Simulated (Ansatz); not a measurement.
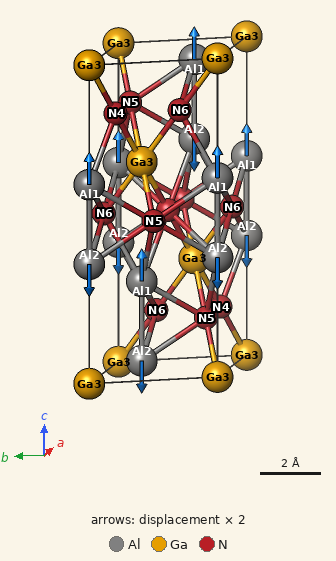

This is a relaxation of crystalline Al$_{2}$GaN$_{3}$ (built on the Li2GaCu3-166 type type). The starting structure is drawn; blue arrows show the displacements (the part carried along by the change of the cell is left out), magnified 2 times.

The picture is a ball-and-stick view of the conventional cell (3 times the calculation's cell), seen from a free direction. Lengths and directions refer to the drawn axes.

Level of theory: DFT, PBEsol, plane waves, PAW in Ansatz 0.2.0.

The input:
```yaml
crystal:
  lattice:
    - [2.26398089, 1.30710998, 3.62855817]
    - [-2.26398089, 1.30710998, 3.62855817]
    - [0.0, -2.61421995, 3.62855817]
  atoms:
    - { symbol: Al, position: [0.62478392, 0.62478392, 0.62478392] }
    - { symbol: Al, position: [0.37521608, 0.37521608, 0.37521608] }
    - { symbol: Ga, position: [0.0, 0.0, 0.0] }
    - { symbol: "N", position: [0.0, 0.5, 0.0] }
    - { symbol: "N", position: [0.5, 0.0, 0.0] }
    - { symbol: "N", position: [0.0, 0.0, 0.5] }
kpoints:
  mp_grid: { grid: [6, 6, 6] }
hamiltonian:
  xc: pbesol
scf:
  occupations: { method: fermi_dirac, width: 0.03 }
relax:
  f_tol: 0.01
  cell: {}
  max_steps: 120
output:
  write_density: true
  write_potential: true
  elf: true
  volumetric_format: npy
```

Command:
```bash
ansatz run input.yaml --threads 2 --pin off --max-ram 2211MiB --backend cpu --events-out ev --progress --plain --runs-dir out
```

### Which element moves most?

Aluminium: up to 0.57 Å, against 0.00 Å for gallium.

### What did the optimiser do to the structure, and how much energy did it gain?

The largest moves relative to the cell, 0.57 Å, are those of Al1 and Al2. Al1 goes along +c. Ga and N stay in place. The drawn cell changes as follows: a = b 4.528 → 5.448 Å (+20.3 %), c 10.886 → 7.911 Å (−27.3 %); the volume changes by +5.2 %. Near-neighbour distances that change, for instance: Al1–Ga3 4.084 → 2.400 Å, Al1–N4 2.620 → 1.908 Å, Al1–N4 (another image) 2.640 → 3.137 Å, Al1–Al2 2.717 → 3.112 Å. Among the angles between lasting bonds that change: N4–Ga3–N5 60.8° → 83.2°, N4–Ga3–N5 119.2° → 96.8°. The space group stays R-3m (No. 166). The energy falls by 1375 meV per atom in 16 accepted moves (19 points after the start). Largest force component: 0.38 eV/Å at the start, 0.00066 eV/Å at the end. The pressure goes from 2.65 to 0.00 GPa. At 3 points the geometry stayed and the basis and grid were re-selected for the new cell (energy shift of 52.0 meV per atom at most each time). Cost: 44 s on 2 threads of Arm Neoverse V1 (shared host), peak memory 0.38 GiB.
